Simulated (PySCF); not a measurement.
## A series of single points on Sn

System: Sn (Fd-3m, 2 atoms in the cell).
Method: Kohn-Sham DFT of a periodic cell in Gaussian orbitals, PBEsol, DZVP-MOLOPT-SR/GTH-PBE, no spin polarisation (PySCF 2.14.0).

The 7 runs differ only in the geometry, by an even scaling of the cell at fixed fractional positions. The structure derives from an entry of the Crystallography Open Database.

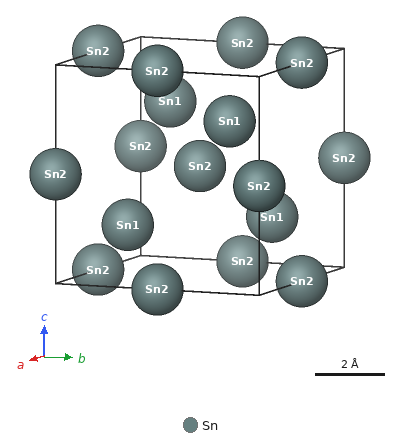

Figure 1. The structure of run 4 (spheres-only view of the cell 4 times as large as that of the calculation, set on its symmetry axes, seen slightly off an axis; atoms are numbered from 1 in the order of the input).

**Input of run 4**
```python
import json
import numpy as np
from pyscf.pbc import gto, scf, dft, df

cell = gto.Cell()
cell.a = '''
  0.0000000000    3.2333428000    3.2333428000
  3.2333428000    0.0000000000    3.2333428000
  3.2333428000    3.2333428000    0.0000000000'''
cell.atom = '''
Sn   4.8500142000    4.8500142000    4.8500142000
Sn   3.2333428000    3.2333428000    3.2333428000'''
cell.unit = 'A'
cell.basis = 'DZVP-MOLOPT-SR-GTH-q4'
cell.pseudo = 'GTH-PBE-q4'
cell.ke_cutoff = 50  # hartree
cell.exp_to_discard = 0.02
cell.precision = 1e-08
cell.space_group_symmetry = True
cell.symmorphic = False
cell.max_memory = 2940  # MB
cell.verbose = 4
cell.build()

res = {}
kpts = cell.make_kpts([7, 7, 7], space_group_symmetry=True, time_reversal_symmetry=True)
cell.space_group_symmetry = False  # the mesh holds the operations; no search on the supercells of the integral code
mf = dft.KRKS(cell, kpts, xc='pbesol')
mf = mf.multigrid_numint()
mf = mf.smearing(sigma=0.00183747, method='fermi')  # hartree
mf.conv_tol = 1e-07
mf.max_cycle = 60

mf.kernel()
res.update(converged=bool(mf.converged), e_tot=mf.e_tot, nelec=cell.nelectron, nao=cell.nao, mesh=list(map(int, cell.mesh)), a=cell.lattice_vectors().tolist(), coords=cell.atom_coords().tolist(),
           mo_energy=[np.real(x).tolist() for x in mf.mo_energy], mo_occ=[np.real(x).tolist() for x in mf.mo_occ])
res.update(e_free=mf.e_free, e_zero=mf.e_zero)
res.update(kpts=kpts.kpts_scaled_ibz.tolist(), weights=kpts.weights_ibz.tolist())
res['parts'] = {k: float(np.real(v)) for k, v in mf.scf_summary.items() if np.isscalar(v)}
json.dump(res, open('results.json', 'w'))
if not mf.converged:
    raise SystemExit('SCF not converged')

print('levels (eV)')
for i, kp in enumerate(res['kpts'][:40]):
    print('k %7.4f %7.4f %7.4f  ' % tuple(kp), ' '.join('%.3f' % (x * 27.211386) for x in res['mo_energy'][i][:9]))

mf = mf.to_khf()  # unfold to the whole mesh
kpts = mf.kpts
# Mulliken populations
dm, s = np.asarray(mf.make_rdm1()), np.asarray(mf.get_ovlp())
sites = cell.aoslice_by_atom()[:, 2:]
tot = np.einsum('kij,kji->i', dm, s).real / len(kpts)
res['mulliken'] = [cell.atom_charge(i) - tot[a0:a1].sum() for i, (a0, a1) in enumerate(sites)]
print('Mulliken charges', np.round(res['mulliken'], 5))

# density of states, Gaussians of 0.15 eV
e = np.asarray(mf.mo_energy).real.reshape(1, -1) * 27.211386
ef = mf.get_fermi()
ef = np.max(ef) * 27.211386
x = np.arange(-15, 10.01, 0.1) + round(ef, 1)
dos = np.exp(-((x[:, None, None] - e) / 0.15) ** 2 / 2).sum(-1).T / (0.15 * np.sqrt(2 * np.pi) * len(kpts)) * 2
res.update(dos_e=x.tolist(), dos=dos.tolist())
for a, b in zip(x[::5], dos.T[::5]):
    print('%8.2f' % a, ' '.join('%9.4f' % y for y in b))

# density on a uniform mesh
grids = dft.gen_grid.UniformGrids(cell)
grids.mesh = [25, 25, 25]
grids.build()
ni = dft.numint.KNumInt()
rho = [ni.get_rho(cell, x, grids, kpts) for x in [dm]]
np.save('rho.npy', np.reshape(rho, (-1, *grids.mesh)))
res['done'] = True
json.dump(res, open('results.json', 'w'))
```

Command:
```bash
OMP_NUM_THREADS=2 python -u run.py > log
```

Run 3 has the same physical settings and fractional positions; its lattice vectors (Å) are:
```
   0.000000    3.211642    3.211642
   3.211642    0.000000    3.211642
   3.211642    3.211642    0.000000
```

**Results, with one run withheld**

| run | volume per atom (Å³) | free energy per atom, from the lowest run given (meV) |
| --- | --- | --- |
| 1 | 31.775 | 100.74 |
| 2 | 32.451 | 71.81 |
| 3 | 33.127 | ? |
| 4 | 33.803 | 29.96 |
| 5 | 34.479 | 16.05 |
| 6 | 35.155 | 6.21 |
| 7 | 35.831 | 0.00 |

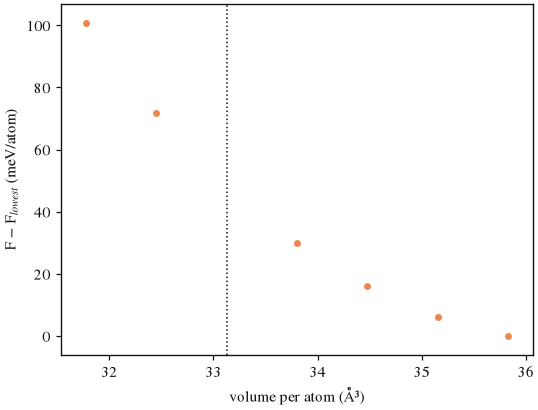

Figure 2. Free energy per atom of the runs given; the dotted line marks run 3.

Fit the runs given and predict run 3.

A cubic polynomial in V^(−2/3) (the Birch–Murnaghan form), fitted to the 6 runs given, misses them by at most 0.02 meV per atom. With x = V^(−2/3) − 0.09554 Å⁻², it reads F = 28.567 + 12345 x + 1.2163e+06 x² + 3.0175e+06 x³ (meV per atom). At run 3 it gives 48.39 meV per atom, and the run itself gives 48.38. The fit has no minimum inside this range.

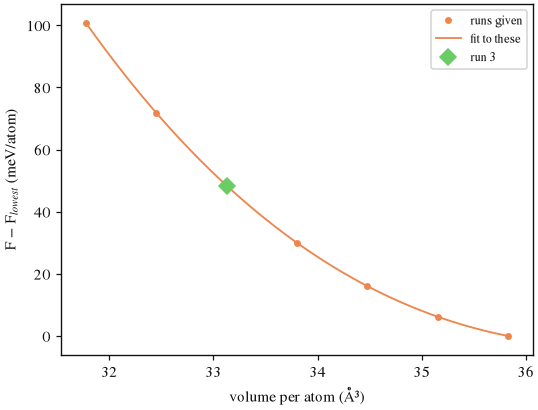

Figure 3. The fit and the withheld run.

**Output, shortened to warnings, some set-up lines, iterations and results (run 3)**
```
k-points in IBZ                         weights
[...]
cycle= 1 E= -6.9627435899771  delta_E= -0.0967  |g|= 0.0703  |ddm|= 10.9
cycle= 2 E= -6.96303310293156  delta_E= -0.00029  |g|= 0.0138  |ddm|= 0.57
cycle= 3 E= -6.96304479072421  delta_E= -1.17e-05  |g|= 3.38e-05  |ddm|= 0.115
cycle= 4 E= -6.96304479201131  delta_E= -1.29e-09  |g|= 1.46e-06  |ddm|= 0.00032
    sigma = 0.00183747  Optimized mu = 0.174399433773  entropy = 0.0336473492979
nelec by numeric integration = 7.999999999989679
    Total E(T) = -6.9630447919005  Free energy = -6.96310661789542  E0 = -6.96307570489796
Extra cycle  E= -6.9630447919005  delta_E= 1.11e-10  |g|= 3e-07  |ddm|= 1.72e-05
converged SCF energy = -6.9630447919005
levels (eV)
k  0.0000  0.0000  0.0000   -6.005 4.469 4.825 4.825 4.825 6.924 6.924 6.924 12.952
k  0.5714  0.5714 -0.0000   -3.661 -1.941 2.241 2.241 5.233 5.707 12.568 12.568 14.159
k  0.5714  0.5714  0.5714   -4.509 -1.419 3.625 3.625 4.817 7.978 7.978 12.297 14.205
k  0.7143  0.7143  0.0000   -4.951 0.093 2.824 2.824 5.476 6.802 10.390 10.390 11.539
k  0.7143  0.7143  0.2857   -3.633 -1.981 1.263 2.711 5.888 8.905 9.968 10.377 12.605
k  0.7143  0.7143  0.4286   -4.105 -1.394 1.227 3.193 6.229 9.445 9.701 9.903 12.002
k  0.7143  0.7143  0.7143   -5.243 0.173 3.928 3.928 5.101 7.950 7.950 10.387 12.387
k  0.8571  0.4286  0.4286   -2.966 -2.687 1.600 2.291 5.495 6.540 12.146 12.256 13.597
k  0.8571  0.5714  0.2857   -3.238 -2.328 1.191 2.066 6.992 8.978 9.482 9.586 13.079
k  0.8571  0.5714  0.4286   -3.530 -2.032 1.643 1.996 6.597 6.877 9.996 11.894 13.757
k  0.8571  0.5714  0.5714   -4.274 -1.113 2.014 2.575 5.743 6.953 10.277 10.852 14.010
k  0.8571  0.7143  0.4286   -3.976 -1.607 1.501 2.687 6.987 7.811 9.355 10.604 12.376
k  0.8571  0.7143  0.5714   -4.728 -0.432 2.031 3.113 6.930 7.207 8.746 10.162 12.325
k  0.8571  0.8571  0.0000   -5.741 2.314 3.901 3.901 6.309 6.780 8.225 8.225 11.210
k  0.8571  0.8571  0.1429   -5.289 0.651 3.206 3.383 6.353 7.105 8.995 9.147 11.634
k  0.8571  0.8571  0.2857   -4.556 -1.041 2.550 3.178 6.082 7.765 8.951 9.998 14.035
k  0.8571  0.8571  0.4286   -4.181 -1.668 2.215 3.334 5.972 7.996 8.604 11.823 12.901
k  0.8571  0.8571  0.5714   -4.822 -0.521 2.302 3.801 6.118 8.220 8.304 10.194 11.734
k  0.8571  0.8571  0.7143   -5.484 1.170 3.015 4.375 6.184 7.563 7.879 9.149 11.361
k  0.8571  0.8571  0.8571   -5.808 2.366 4.457 4.457 5.491 7.411 7.411 8.073 12.305
Mulliken charges [0. 0.]
```
